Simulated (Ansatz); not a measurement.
# Calculations on Ti

## 1. Relaxation

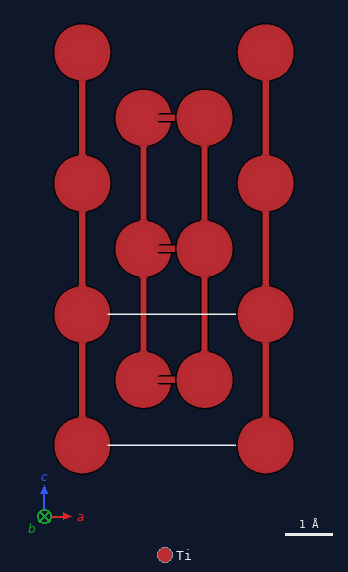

Starting structure of a crystal of Ti (set up in P6/mmm). Style: ball-and-stick. Shown: the cell of the calculation, repeated 1 × 1 × 3 with one cell outlined, along the b axis.

All numbers below come from Ansatz 0.2.0, DFT PBEsol, scalar-relativistic, plane waves, PAW.

Input file:
```yaml
crystal:
  lattice:
    - [4.5673748306, 0.0, 0.0]
    - [-2.2836874153, 3.9554626319, 0.0]
    - [0.0, 0.0, 2.82624427]
  atoms:
    - { symbol: Ti, position: [0.0, 0.0, 0.0] }
    - { symbol: Ti, position: [0.33333333, 0.66666667, 0.5] }
    - { symbol: Ti, position: [0.66666667, 0.33333333, 0.5] }
basis:
  ecutwfc: 420
kpoints:
  mp_grid: { grid: [12, 12, 14] }
hamiltonian:
  xc: pbesol
scf:
  occupations: { method: gaussian, width: 0.1 }
output:
  forces: true
  stress: true
  eigenvalues: true
relax:
  adjacent_minimum: "off"
  f_tol: 0.005
  max_steps: 80
  cell: { stress_tol: 0.05 }
```

Command:
```bash
ansatz run input.yaml --threads 1 --pin off --max-ram 3072MiB --backend cpu --events-out ev --progress --plain --runs-dir out
```

### Predict the outcome.

No atom moves by more than 0.005 Å relative to the cell. Cell: a = b 4.567 → 4.515 Å (−1.1 %), c 2.826 → 2.799 Å (−1.0 %). Volume −3.2 %. Some distances before and after: Ti1–Ti2 2.992 → 2.959 Å, Ti2–Ti3 2.637 → 2.607 Å, Ti1–Ti1 2.826 → 2.799 Å. The space group stays P6/mmm (No. 191). The energy falls by 6.5 meV per atom in 3 accepted moves (4 points after the start). All forces vanish by symmetry, so only the cell relaxes. The pressure goes from −3.71 to −0.01 GPa. The SCF was repeated once at an unchanged geometry on a basis and grid sized afresh for the cell, which shifted the energy by less than 0.05 meV per atom at most.

The end point in the same view:

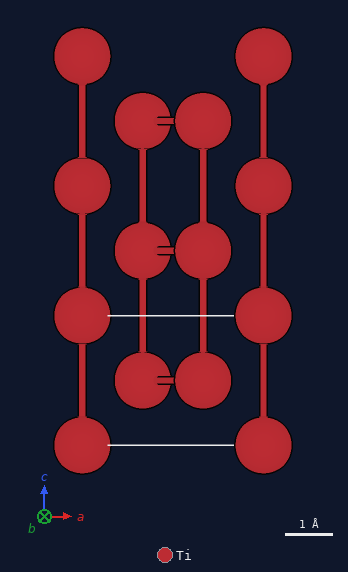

## 2. Relaxation

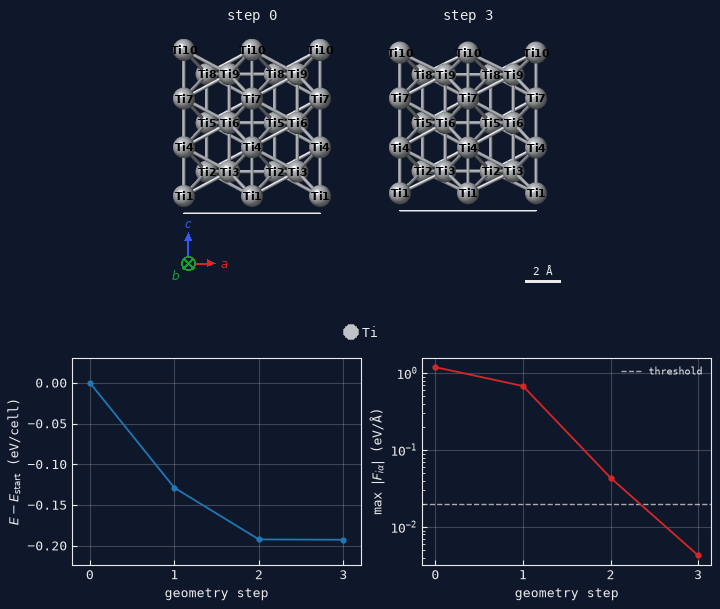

First and last geometry of a relaxation of a slab of composition Ti (cut from the P6/mmm phase), with the history of the run. The picture is a ball-and-stick view of the 2 × 2 repeat of the cell, outlined in the plane, without the vacuum, seen along the b axis.

Case: (0 0 1) slab, atoms relaxed. The slab is the (0 0 1) face of Ti.

The calculation used Ansatz, DFT PBEsol, scalar-relativistic, plane waves, PAW. Set-up: plane-wave cutoff 420 eV; k-point mesh 9 × 9 × 1; occupations gaussian; smearing width 0.1 eV; no spin polarisation; dipole correction; atoms relaxed in a fixed cell; force threshold 0.02 eV/Å; at most 60 steps.

Question: Read the history and describe the run.

Answer: It converged. The largest moves relative to the layer's centre, 0.16 Å, are those of Ti1 and Ti10. Ti10 goes along the normal (−c). The lattice vectors keep their values. Some distances before and after: Ti1–Ti4 2.799 → 2.627 Å, Ti1–Ti2 2.959 → 2.898 Å, Ti4–Ti7 2.799 → 2.827 Å, Ti2–Ti5 2.799 → 2.775 Å. The energy falls by 0.193 eV per cell of the calculation in 3 geometry steps. Largest force component: 1.2 eV/Å at the start, 0.0043 eV/Å at the end.

## 3. A change

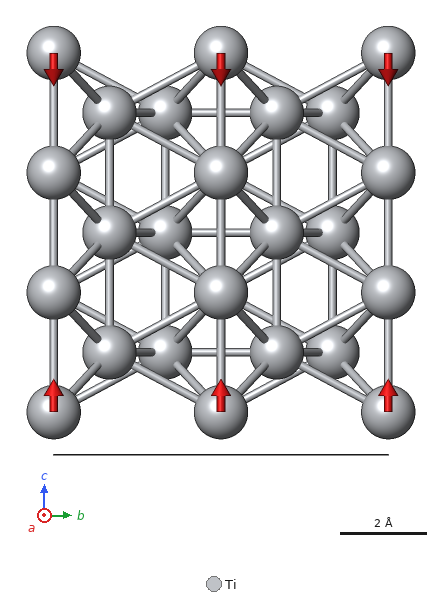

A (0 0 1) slab of Ti as cut from the relaxed bulk. The red arrows show how the atoms are displaced, magnified 5 times. Style: ball-and-stick. Shown: the 2 × 2 repeat of the cell, outlined in the plane, without the vacuum, along the a axis.

All numbers below come from Ansatz 0.2.0, DFT PBEsol, scalar-relativistic, plane waves, PAW. Set-up: plane-wave cutoff 420 eV; occupations gaussian; smearing width 0.1 eV; no spin polarisation. The k-mesh is chosen for each cell (9×9×12, 9×9×1).

> Describe the change and its computed effect.

The atoms of the slab are relaxed at the bulk's in-plane cell. The surface energy (mean of the two faces) falls from 2.15 to 2.07 J/m². The top spacing, between the Ti and Ti2 planes, goes from 1.40 to 1.27 Å (−9.6 %), the bottom one (Ti to Ti2) from 1.40 to 1.27 Å (−9.6 %). The work function of the top face goes from 3.23 to 3.40 eV. The cell stays as it was. The largest moves relative to the layer's centre, 0.16 Å, are those of Ti atoms. Some distances before and after: Ti–Ti 2.799 → 2.627 to 2.827 Å, Ti–Ti 2.959 → 2.898 to 2.965 Å.
